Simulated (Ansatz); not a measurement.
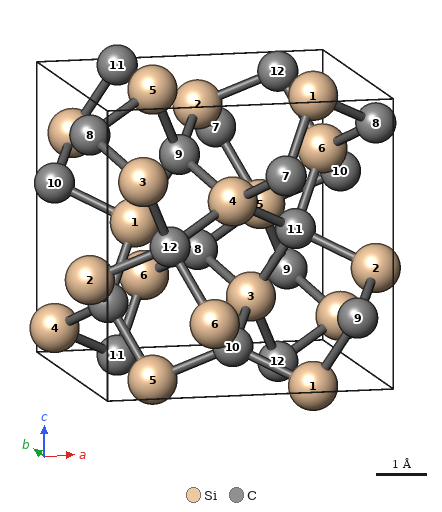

This is the input geometry for a relaxation of crystalline SiC (a generated structure, set up in I-43d) (coarse preliminary run). A ball-and-stick model of the conventional cell (2 times the calculation's cell), seen slightly off an axis. Lengths and directions refer to the drawn axes.

The calculation used DFT PBE, scalar-relativistic, plane waves, PAW (Ansatz).

Input
```yaml
crystal:
  lattice:
    - [-2.97939602, 2.97939602, 2.97939602]
    - [2.97939602, -2.97939602, 2.97939602]
    - [2.97939602, 2.97939602, -2.97939602]
  atoms:
    - { symbol: Si, position: [0.125, 0.75, 0.875] }
    - { symbol: Si, position: [0.625, 0.375, 0.25] }
    - { symbol: Si, position: [0.75, 0.875, 0.125] }
    - { symbol: Si, position: [0.875, 0.125, 0.75] }
    - { symbol: Si, position: [0.375, 0.25, 0.625] }
    - { symbol: Si, position: [0.25, 0.625, 0.375] }
    - { symbol: C, position: [0.75, 0.375, 0.625] }
    - { symbol: C, position: [0.125, 0.875, 0.25] }
    - { symbol: C, position: [0.25, 0.125, 0.875] }
    - { symbol: C, position: [0.375, 0.625, 0.75] }
    - { symbol: C, position: [0.875, 0.25, 0.125] }
    - { symbol: C, position: [0.625, 0.75, 0.375] }
basis:
  ecutwfc: 420
kpoints:
  mp_grid: { grid: [4, 4, 4] }
hamiltonian:
  xc: pbe
scf:
  occupations: { method: gaussian, width: 0.1 }
  lower_state_search: "off"
output:
  forces: true
  stress: true
  eigenvalues: true
relax:
  adjacent_minimum: "off"
  f_tol: 0.04
  max_steps: 70
  cell: { stress_tol: 0.4 }
```

Run as
```bash
ansatz run input.yaml --threads 1 --pin off --max-ram 2560MiB --backend cpu --events-out ev --progress --plain --runs-dir out
```

What does the optimiser find from here?

Answer. No atom moves by more than 0.005 Å relative to the cell. Cell: a = b = c 5.959 → 6.283 Å (+5.4 %). Volume +17.2 %. Near-neighbour distances that change, for instance: Si1–C10 1.824 → 1.924 Å. The space group stays I-43d (No. 220). The energy falls by 188 meV per atom in 4 accepted moves (6 points after the start). All forces vanish by symmetry, so only the cell relaxes. The pressure goes from 45.27 to 0.03 GPa. The SCF was repeated twice at an unchanged geometry on a basis and grid sized afresh for the cell, which shifted the energy by 5.5 meV per atom at most.

Step by step:

| step | E − E(0), meV/atom | pressure, GPa | volume, Å³/atom | note |
| --- | --- | --- | --- | --- |
| 0 | 0.00 | 45.27 | 8.816 |  |
| 1 | -135.95 | 20.47 | 9.498 |  |
| 2 | -181.23 | 3.32 | 10.146 |  |
| 3 | -182.56 | 0.34 | 10.282 |  |
| 4 | -188.01 | 1.05 | 10.282 | same geometry, new basis |
| 5 | -188.09 | 0.03 | 10.332 |  |
| 6 | -188.17 | 0.03 | 10.332 | same geometry, new basis |

The structure at the end:

```
CELL_PARAMETERS angstrom
-3.14126 3.14126 3.14126
3.14126 -3.14126 3.14126
3.14126 3.14126 -3.14126
ATOMIC_POSITIONS crystal
Si 0.12500 0.75000 0.87500
Si 0.62500 0.37500 0.25000
Si 0.75000 0.87500 0.12500
Si 0.87500 0.12500 0.75000
Si 0.37500 0.25000 0.62500
Si 0.25000 0.62500 0.37500
C 0.75000 0.37500 0.62500
C 0.12500 0.87500 0.25000
C 0.25000 0.12500 0.87500
C 0.37500 0.62500 0.75000
C 0.87500 0.25000 0.12500
C 0.62500 0.75000 0.37500
```

The end point in the same view:

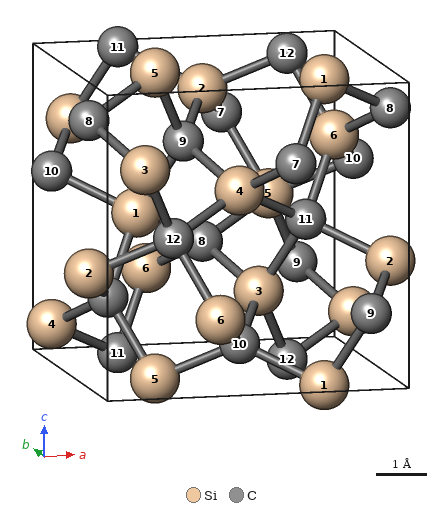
